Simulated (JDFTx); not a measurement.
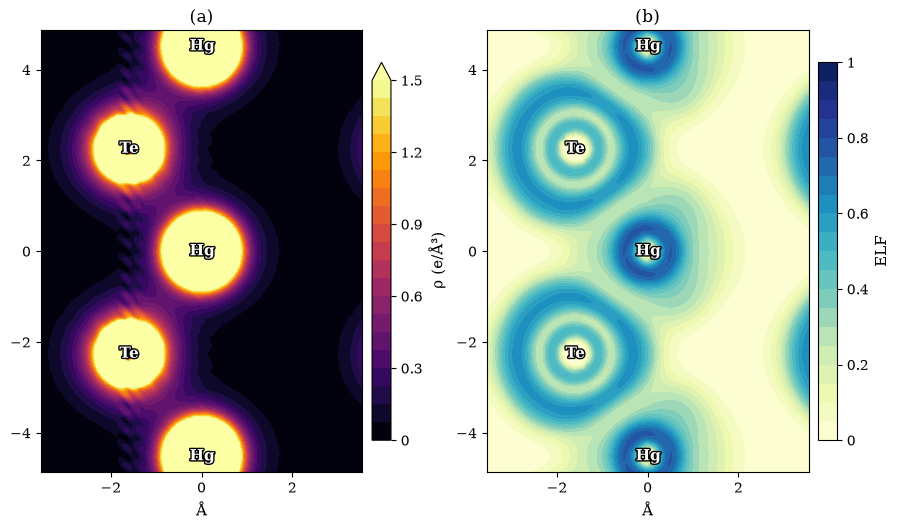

Figure 1: HgTe. (a) valence pseudo-density; (b) ELF on the (011) plane of the conventional cell.

Space group F-43m; computed pressure about 3 GPa in this cell.

All numbers below come from Kohn-Sham DFT of a periodic cell, PBEsol, PseudoDojo-SR-PBEsol-0.4.1-standard (JDFTx).

In a pseudopotential calculation such maps are meaningful between the atoms, not at the nuclei.

The calculation's input:

```
lattice \
    0.0000000000     6.0337547774     6.0337547774 \
    6.0337547774     0.0000000000     6.0337547774 \
    6.0337547774     6.0337547774     0.0000000000
coords-type Lattice
ion Hg     0.0000000000     0.0000000000     0.0000000000 1
ion Te     0.7500000000     0.7500000000     0.7500000000 1

ion-species pseudo/Hg.upf
ion-species pseudo/Te.upf
elec-cutoff 40 320
elec-ex-corr gga-PBEsol
kpoint-folding 7 7 7
elec-smearing Fermi 0.0018374661
elec-n-bands 25
electronic-SCF nIterations 100 energyDiffThreshold 1e-09
electronic-minimize nIterations 30 energyDiffThreshold 1e-7
forces-output-coords Cartesian

dump-name run.$VAR
dump End Ecomponents EigStats BandEigs Kpoints Forces Stress ElecDensity Dtot KEdensity
```

Command:

```sh
jdftx -c 1 -i HgTe.in -o HgTe.out
```

Below, planes, directions and counts refer to the conventional cell (a = 6.39 Å, b = 6.39 Å, c = 6.39 Å, α = 90.00°, β = 90.00°, γ = 90.00°).

> Describe what can be read from this map.

- The section cuts through Hg and Te sites.
- Hg–Te (2.77 Å): the density is about 0.4 e/Å³ at the midpoint; the ELF is about 0.40 at the midpoint and 0.25 at its lowest between the atoms: no localised pair shows between them.
- The density dies away to nearly zero in the voids.
- The features right at Hg lie inside the core regions, where the map follows smoothed inner orbitals and isn't to be read closely.
